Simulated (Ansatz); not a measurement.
# Ti₁₆O₃₁: geometry relaxation (part 2 of 3)

The same run, continued: Ti₁₆O₃₁ (defect cell, 47 atoms in the cell); DFT PBE, scalar-relativistic, plane waves, PAW, spin-polarised (Ansatz 0.2.0); cutoff 420 eV, 2×2×1 k-mesh, Gaussian smearing of 0.05 eV, collinear spins. The structure derives from a Materials Project entry.

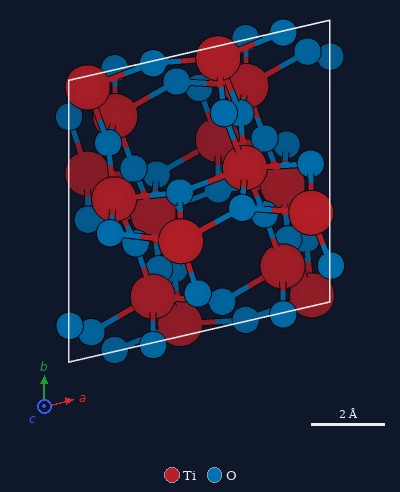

Figure 1. The geometry at step 6 of the log (ball-and-stick view of the cell of the calculation, along the c axis).

What the program printed, continued:
```
relax step   3: F+E_penalty+E_count = -57649.54151973 eV  Δ(F+E_penalty+E_count) = +8.090e-2 eV  max|allowed force component| = 5.247e-1 eV/Å  Δτ_max = 0.2000 Å  (12 SCF iters, dr2 threshold 1.96e-5 eV, rejected (line search))
SCF 4 converged in 19 iterations: F = -57649.708755 eV  dr2 = 1.21e-8
relax step   4: F+E_penalty+E_count = -57649.70875463 eV  Δ(F+E_penalty+E_count) = -8.633e-2 eV  max|allowed force component| = 1.022e-1 eV/Å  Δτ_max = 0.0831 Å  (19 SCF iters, accepted)
SCF 5 converged in 13 iterations: F = -57649.709597 eV  dr2 = 4.85e-8
relax step   5: F+E_penalty+E_count = -57649.70959705 eV  Δ(F+E_penalty+E_count) = -8.424e-4 eV  max|allowed force component| = 8.743e-2 eV/Å  Δτ_max = 0.0334 Å  (13 SCF iters, accepted)
SCF 6 converged in 11 iterations: F = -57649.711692 eV  dr2 = 9.91e-8
relax step   6: F+E_penalty+E_count = -57649.71169235 eV  Δ(F+E_penalty+E_count) = -2.095e-3 eV  max|allowed force component| = 1.050e-1 eV/Å  Δτ_max = 0.0330 Å  (11 SCF iters, accepted)
SCF 7 converged in 7 iterations: F = -57649.713728 eV  dr2 = 7.36e-6
relax step   7: F+E_penalty+E_count = -57649.71372787 eV  Δ(F+E_penalty+E_count) = -2.036e-3 eV  max|allowed force component| = 2.818e-2 eV/Å  Δτ_max = 0.0166 Å  (7 SCF iters, dr2 threshold 8.06e-6 eV, accepted)
iter 1 solved again at ethr=1.92e-10 eV; its pass at ethr=3.10e-3 eV (dr2=7.27e-7 eV) is discarded
SCF iter   1: F=—  HF=-57649.713733 eV  |F-HF|=—  |Δ(HF+E_count)|=         —  Δρ=5.06e-6 (↑5.06e-6 ↓5.03e-6)  dr2=7.28e-7  dr2_m=9.92e-10  M=0.000 μB ∫|m|=0.000 μB  β_m=0.65  ethr=1.92e-10  ⟨swp⟩=1.0  Hψ=4432  notcnv=0  defer=282
preconditioner: auto → Resta (q_TF=auto, 2.535 Å⁻¹)  ε∞=7.3  [insulator: Δε(μ)=0.135 eV  Ē_g=9.627 eV  σ=0.050 eV  W_gap=0.94  n_scr=158 (ndim 8)  ℏωp=24.2 eV  f_vac=0.130  D(μ)=2.73/eV (n_scr^D=6)  ε∞_Penn≈7.3]
spin=Collinear: Resta preconditioning applied to the charge; magnetization (m = ρ↑ − ρ↓) channel mixes plain (no charge-response kernel on spin).
SCF iter   2: F=—  HF=-57649.713734 eV  |F-HF|=—  |Δ(HF+E_count)|=   6.32e-7  Δρ=4.42e-6 (↑4.42e-6 ↓4.40e-6)  dr2=5.73e-7  dr2_m=2.05e-10  M=0.000 μB ∫|m|=0.000 μB  β_m=0.42  ethr=1.92e-10  ⟨swp⟩=2.0  Hψ=2952  notcnv=0  defer=282
SCF iter   3: F=—  HF=-57649.713734 eV  |F-HF|=—  |Δ(HF+E_count)|=   2.42e-8  Δρ=2.07e-6 (↑2.07e-6 ↓2.03e-6)  dr2=1.96e-7  dr2_m=1.61e-10  M=0.000 μB ∫|m|=0.000 μB  β_m=0.63  ethr=1.52e-10  ⟨swp⟩=2.0  Hψ=2628  notcnv=0  defer=282
SCF iter   4: F=—  HF=-57649.713734 eV  |F-HF|=—  |Δ(HF+E_count)|=   1.95e-7  Δρ=1.15e-6 (↑1.15e-6 ↓1.15e-6)  dr2=4.01e-8  dr2_m=6.79e-12  M=0.000 μB ∫|m|=0.000 μB  β_m=0.65  ethr=5.17e-11  ⟨swp⟩=3.0  Hψ=3306  notcnv=0  defer=282
SCF iter   5: F=—  HF=-57649.713734 eV  |F-HF|=—  |Δ(HF+E_count)|=   9.89e-9  Δρ=8.22e-7 (↑8.12e-7 ↓8.22e-7)  dr2=1.69e-8  dr2_m=7.24e-12  M=0.000 μB ∫|m|=0.000 μB  β_m=0.63  ethr=1.06e-11  ⟨swp⟩=2.0  Hψ=2762  notcnv=0  defer=282
SCF iter   6: F=-57649.713734 eV  HF=-57649.713734 eV  |F-HF|=7.81e-8  |Δ(HF+E_count)|=   2.91e-8  Δρ=1.39e-6 (↑1.37e-6 ↓1.39e-6)  dr2=8.71e-8  dr2_m=1.92e-12  M=0.000 μB ∫|m|=0.000 μB  ethr=4.46e-12  ⟨swp⟩=1.0  Hψ=5216  notcnv=0
the starting moments were not kept: the SCF closed with an absolute magnetisation of 1.6e-5 μB, where they sum to 2 μB in size (4 sites). That is at most 0.1 of that sum. Measured as dr2_m measures the in/out step, that magnetisation stands 2.7e-11 eV from none, at or under the dr2_threshold of 1.0e-7 eV: it is no larger than a step whose dr2_m would equal this threshold.
SCF 8 converged in 6 iterations: F = -57649.713734 eV  dr2 = 8.71e-8
relax step   8: F+E_penalty+E_count = -57649.71373378 eV  Δ(F+E_penalty+E_count) = -5.906e-6 eV  max|allowed force component| = 2.768e-2 eV/Å  Δτ_max = 0.0000 Å  (6 SCF iters, accepted)
```

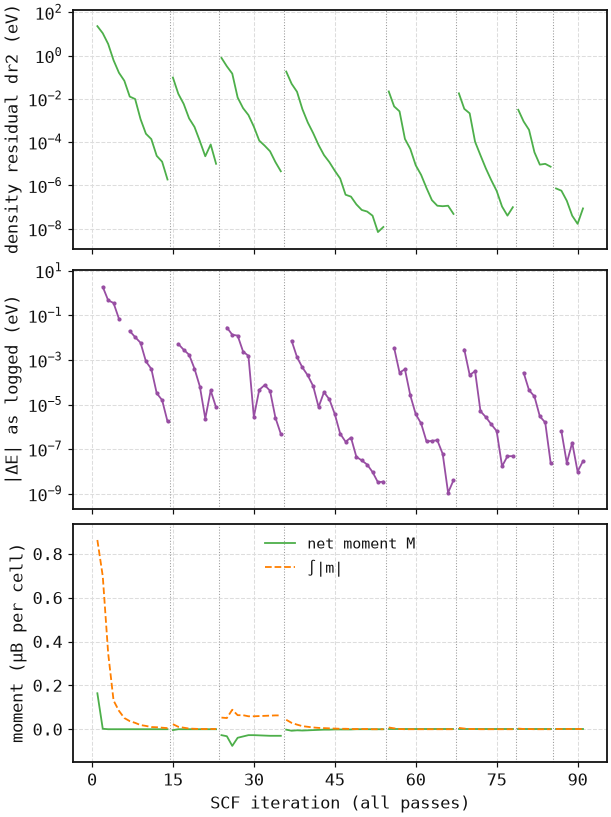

Figure 2. Convergence of the self-consistent field: density residual dr2, size of the energy change and magnetic moment against the SCF iteration. The dotted lines part the SCF passes of the relaxation: geometry steps, rejected trials and re-solves on a re-selected basis. The 8 passes take 6 to 19 iterations each, 91 in all. The net moment goes from 0.2 to 0.0 μB per cell, and ∫|m| falls to zero.

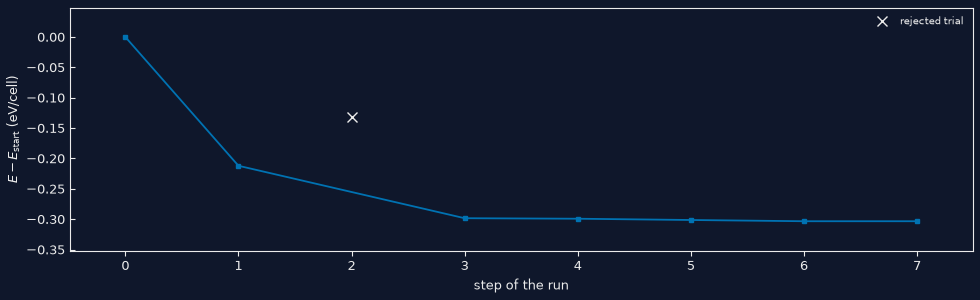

Figure 3. Progress of the relaxation, step by step (the first geometry is step 0 here and step 1 in the log).

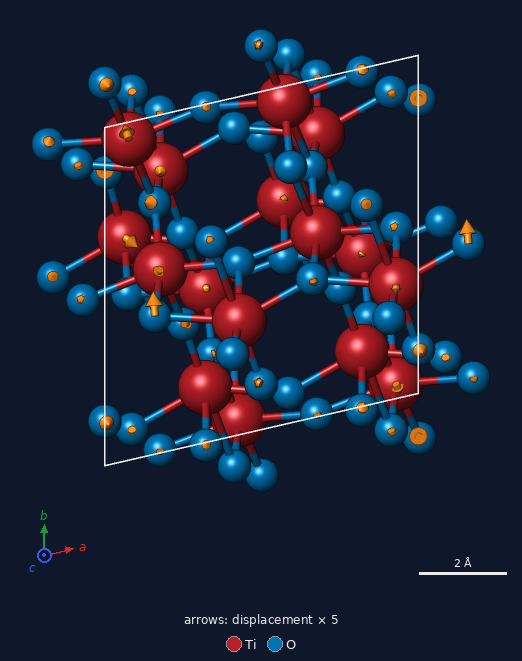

Figure 4. The starting structure with the displacements as orange arrows, magnified 5 times (ball-and-stick view of the cell of the calculation, with bonded neighbours outside it, along the c axis). The energy falls by 0.303 eV per cell of the calculation in 7 geometry steps. Largest force component: 1.1 eV/Å at the start, 0.028 eV/Å at the end. The line search rejected the trial step at point 2 (counted from 0) and went back. The largest moves, 0.12 Å, are those of O24 and O40. Largest moves by element: O 0.12 Å, Ti 0.09 Å. The cell stays as it was. Distances before and after: Ti9–O40 2.347 → 2.229 Å, Ti9–O33 2.032 → 1.942 Å, Ti4–O40 1.940 → 2.015 Å, Ti13–O32 2.162 → 2.093 Å. Among the angles that change: Ti8–O24–Ti9 165.2° → 157.1°, O24–Ti9–O40 173.5° → 165.7°, O28–Ti13–O39 179.1° → 171.4°. (Atoms are counted from 1 in the order of the input.)

```
SCF converged after 6 iterations
Magnetization: 0.0000 μB (189.0000 up, 189.0000 down)
Absolute magnetization: 0.0000 μB (∫|ρ↑−ρ↓|, with the PAW one-centre terms)
Spin contamination: 0.0000 ħ² per cell (⟨S²⟩ above its minimum at these occupations)
Per-site moments (μB) at R_I (Å): [(-2.1554726976677505e-7, 0.7377333738913592), (-6.490432614144049e-8, 0.7321413338415289), (-2.0732735309581307e-8, 0.7304756078839134), (-2.314938927668901e-8, 0.7270426943164634), (4.2360211927300504e-8, 0.7770155704139549), (-3.7784696849557654e-8, 0.7693901539807991), (-1.1368514767425368e-7, 0.7673581280308618), (8.1895235941536e-9, 0.7675375121825593), (2.009625950522798e-6, 0.7410772198753689), (-5.4349305320264925e-9, 0.7290649312869896), (-5.505317009095923e-8, 0.7246725694088777), (-5.5071137840147355e-8, 0.7304828199342471), (-2.2564146871324634e-6, 0.7863420366258508), (4.82911762899434e-8, 0.7641011325070712), (-1.3600634009393428e-7, 0.7711682315292728), (-4.0105032533963956e-8, 0.7642141416414714), (1.4210871035090384e-8, 0.7641011325070712), (1.4949607249136727e-8, 0.7711682315292728), (2.8782781679360767e-8, 0.7642141416414714), (-5.790724135301439e-9, 0.7979719782743999), (-2.7264971211562372e-9, 0.8039150762200433), (6.115183967755685e-8, 0.7942547682317999), (6.480324883001027e-8, 0.7885422967222043), (-1.8881637874392978e-7, 0.7410772198753689), (4.743682914522381e-9, 0.7290649312869896), (1.190188250280163e-7, 0.7246725694088777), (2.3575012698666188e-8, 0.7304828199342471), (-3.387869770188001e-8, 0.7770155704139549), (8.26310417937906e-9, 0.7730111190212322), (1.1024505213214125e-8, 0.7673581280308618), (1.1378677275743063e-8, 0.7745953907073407), (3.918665203498033e-8, 0.8158209745282479), (-5.9357937967558686e-8, 0.8009221506552853), (4.751073061020449e-9, 0.8064704547096989), (-3.846658450861729e-8, 0.8040583243238751), (2.34925664124894e-8, 0.7377333738913592), (1.5025902502953354e-8, 0.7321413338415289), (1.7447565293398974e-8, 0.7304756078839134), (6.581024415321165e-8, 0.7270426943164634), (5.312059826058301e-8, 0.8298677714927155), (1.8193795105981852e-8, 0.8107666466105977), (9.254720609392342e-9, 0.8016798017423717), (1.7721210858734163e-8, 0.8087756314778723), (1.9819408197707994e-7, 0.8075002849834627), (9.533842806131962e-9, 0.7953278613216253), (9.774027333058764e-8, 0.7938656635872706), (1.0024998348276528e-7, 0.7955733496173993)]
Free energy (F): -57649.713734 eV
Harris-Foulkes:  -57649.713734 eV  (|F-HF|=7.81e-8)
Internal energy: -57649.710331 eV  (E = F + TS)
E sigma→0 (E₀):  -57649.712032 eV
Entropy (-TS):   -0.003403 eV (-0.072 meV/atom)
Fermi energy:    8.771530 eV
--- Per-component energies (eV) ---
  E_band       = -4016.004486
  E_kinetic    = 9774.468207
  E_local      = -31888.023902  (includes V_loc(G=0)·N_el)
  E_nonlocal   = 1534.949272
  E_hartree    = 12610.717383
  E_xc         = -3856.367287
  E_vxc        = -4881.535658  (∫ρ·V_xc dr)
  E_paw        = -21621.658107  (= ΣΔE_a)
  E_vpaw       = -3777.372873  (= ΣTr[D̂ρ^β])
  E_aug_tail   = 0.078111  (compensation charges beyond the density's cutoff)
  E_ewald      = -24203.874008
  E_smearing   = -0.003403  (= −TS)
  E_closure    = 0.000000  (closes the sum)
  Σ components = -57649.713734   (vs F -57649.713734, Δ=0.00e0)
--- Forces (eV/Å), atoms counted from 1 ---
  atom   1  Ti    -0.00129137     0.00094953     0.00239281
  atom   2  Ti     0.00474154     0.00186277    -0.00292648
  atom   3  Ti     0.00725859     0.00423045     0.00738291
  atom   4  Ti    -0.00145092     0.00582768    -0.00011775
  atom   5  Ti     0.00661366    -0.00198589    -0.01301644
  atom   6  Ti    -0.00644587    -0.00795883     0.00511933
  atom   7  Ti     0.00360806     0.00862986    -0.01136721
  atom   8  Ti    -0.00659280    -0.00562997     0.00169624
  atom   9  Ti     0.01110636     0.00296733     0.00232054
  atom  10  Ti     0.00075604    -0.00707082     0.00673756
  atom  11  Ti     0.01015782     0.00560441    -0.00024407
  atom  12  Ti     0.00184086     0.00749771    -0.00128813
  atom  13  Ti    -0.00599191     0.00124540    -0.02767620
  atom  14  Ti     0.00510465     0.00635985    -0.00570742
  atom  15  Ti     0.00258517    -0.01153711    -0.00055859
  atom  16  Ti    -0.00468208    -0.00455569    -0.00211164
  atom  17  O      0.00163722     0.00017175    -0.00180617
  atom  18  O      0.00773372    -0.00479098    -0.00308853
  atom  19  O     -0.00688807     0.00036617     0.00530478
  atom  20  O     -0.00054043    -0.00245129    -0.00291210
  atom  21  O     -0.00766975     0.00345916    -0.00017777
  atom  22  O     -0.00034134     0.00639613     0.00170483
  atom  23  O      0.00761800    -0.01017633     0.00141709
  atom  24  O     -0.00315938     0.00702172    -0.01054856
  atom  25  O      0.00248704     0.00675780    -0.00975710
  atom  26  O     -0.02577198    -0.00519066     0.02125261
  atom  27  O     -0.01019577    -0.00274543     0.01636833
  atom  28  O      0.00108437    -0.00433165     0.02319769
  atom  29  O      0.01825267     0.00339511     0.00003913
  atom  30  O     -0.01130559     0.00359910     0.00118882
  atom  31  O      0.01170360     0.00126860     0.00123180
  atom  32  O     -0.00869018    -0.00899899     0.00641683
  atom  33  O      0.00405787     0.00411257    -0.00773003
  atom  34  O     -0.00375535    -0.00358534     0.00106710
  atom  35  O      0.00351704     0.00408038    -0.00585742
  atom  36  O     -0.00595622    -0.00163840     0.00980042
  atom  37  O     -0.00783690    -0.00333370     0.00545961
  atom  38  O     -0.00126564     0.00190988    -0.00200067
  atom  39  O      0.00448024     0.00033437    -0.00405690
  atom  40  O      0.00179417    -0.00110203    -0.00582993
  atom  41  O      0.00665999     0.00176891     0.00141941
  atom  42  O     -0.00267725    -0.00436879    -0.00439058
  atom  43  O      0.00016640     0.00226423     0.00190723
  atom  44  O      0.00050953     0.00042432    -0.00131011
  atom  45  O      0.00489934     0.00043940    -0.00209646
  atom  46  O     -0.00601336     0.00795505     0.00572443
  atom  47  O     -0.00186511    -0.00945064    -0.00251180
  max |Σ_I F_I| component: 6.14e-5 eV/Å
--- Relaxed structure (8 steps of the walk, 7 accepted, 0 SCFs on fresh bases) ---
  F+E_penalty+E_count = -57649.71373378 eV   max|allowed force component| = 2.768e-2 eV/Å
  atoms:
    - { symbol: Ti, position: [0.17826161346691194, 0.8352505580452955, 0.4512398744714025] }
    - { symbol: Ti, position: [0.6801683522193437, 0.8346938314941895, 0.4455460530641494] }
    - { symbol: Ti, position: [0.43064188961831457, 0.33724946152527213, 0.9471064256496405] }
    - { symbol: Ti, position: [0.9288187683556726, 0.33166735844786766, 0.9470107414218338] }
    - { symbol: Ti, position: [0.17425260910891283, 0.540554125008614, 0.7480663764517645] }
    - { symbol: Ti, position: [0.42600961686891775, 0.04453576154306821, 0.24555971469468527] }
    - { symbol: Ti, position: [0.6749460079339415, 0.5452864946332387, 0.7450987292678566] }
    - { symbol: Ti, position: [0.931032231294658, 0.03805290267920014, 0.24129642564393] }
    - { symbol: Ti, position: [0.07237328409147681, 0.6540249299803969, 0.059458775961548] }
    - { symbol: Ti, position: [0.5714281595723888, 0.6664955195214359, 0.053112585811781104] }
    - { symbol: Ti, position: [0.3224864122945491, 0.16370807172271923, 0.5533406210809562] }
    - { symbol: Ti, position: [0.819324297526776, 0.16491133514849354, 0.5526091024528368] }
    - { symbol: Ti, position: [0.0738462956667299, 0.9585913623719006, 0.7480862967697797] }
    - { symbol: Ti, position: [0.32423759568165356, 0.4556235080916388, 0.2570137576869358] }
    - { symbol: Ti, position: [0.5728009252077957, 0.9560563707592962, 0.7549460322514976] }
    - { symbol: Ti, position: [0.8204368092843395, 0.45261754202410326, 0.2556277885102531] }
    - { symbol: O, position: [0.34608463535997697, 0.25652433532430985, 0.3725906642432039] }
    - { symbol: O, position: [0.5935666682515004, 0.7568371991807437, 0.87326807690874] }
    - { symbol: O, position: [0.8407663010317893, 0.25643232130294114, 0.3740581007505005] }
    - { symbol: O, position: [0.17700656753510174, 0.005452257956935241, 0.2839959499495137] }
    - { symbol: O, position: [0.6781127575408814, 0.005251973054954812, 0.28412020855863795] }
    - { symbol: O, position: [0.4254876414172854, 0.5116411432633186, 0.7867303736180575] }
    - { symbol: O, position: [0.9264689277681181, 0.5071202825004171, 0.7853267944445133] }
    - { symbol: O, position: [0.002311685948370279, 0.870351280966851, 0.11845535245457098] }
    - { symbol: O, position: [0.5015326488038652, 0.8662319503634294, 0.13049216821265994] }
    - { symbol: O, position: [0.2562566101225833, 0.3657944085112784, 0.6255045007242686] }
    - { symbol: O, position: [0.7510332236127086, 0.36398169525143603, 0.6314817173692655] }
    - { symbol: O, position: [0.15249187703970563, 0.7453921128983758, 0.6329191755787281] }
    - { symbol: O, position: [0.4047660577675806, 0.24364162526553218, 0.12639494903766446] }
    - { symbol: O, position: [0.6573820547718059, 0.7426686481722979, 0.6265589504296851] }
    - { symbol: O, position: [0.9096698029870844, 0.24274153031162526, 0.12701295121837772] }
    - { symbol: O, position: [0.08730617703583665, 0.08750815315319244, 0.5605747023746445] }
    - { symbol: O, position: [0.33728653721395574, 0.5939550734210126, 0.061935133570278134] }
    - { symbol: O, position: [0.5877379039490245, 0.08915045647732806, 0.5631809802595873] }
    - { symbol: O, position: [0.8352753096741679, 0.5933945382905736, 0.06253017494757857] }
    - { symbol: O, position: [0.2489136977858707, 0.6342943641199866, 0.37146694923312334] }
    - { symbol: O, position: [0.749016278263468, 0.6334496671950107, 0.3687018876694319] }
    - { symbol: O, position: [0.49381632828956323, 0.1382672560140381, 0.8682396505745396] }
    - { symbol: O, position: [1.0029302496451475, 0.12840830789169055, 0.8753965418940999] }
    - { symbol: O, position: [0.1589849497242995, 0.42356345144087426, 0.9377696147926373] }
    - { symbol: O, position: [0.41344832528779746, 0.9084581265521573, 0.43666277679496013] }
    - { symbol: O, position: [0.6646037711884916, 0.4054844049095458, 0.9369967679858677] }
    - { symbol: O, position: [0.9147341818405077, 0.9065166647009205, 0.43551582526157984] }
    - { symbol: O, position: [0.07374196842818279, 0.48998851280887623, 0.21584247090230252] }
    - { symbol: O, position: [0.5733917434031093, 0.4909323808909101, 0.2146294766201403] }
    - { symbol: O, position: [0.3234358734469853, 0.991796951211106, 0.7163854440575306] }
    - { symbol: O, position: [0.8214413768728495, 0.9933730460015995, 0.7181283621724606] }
```
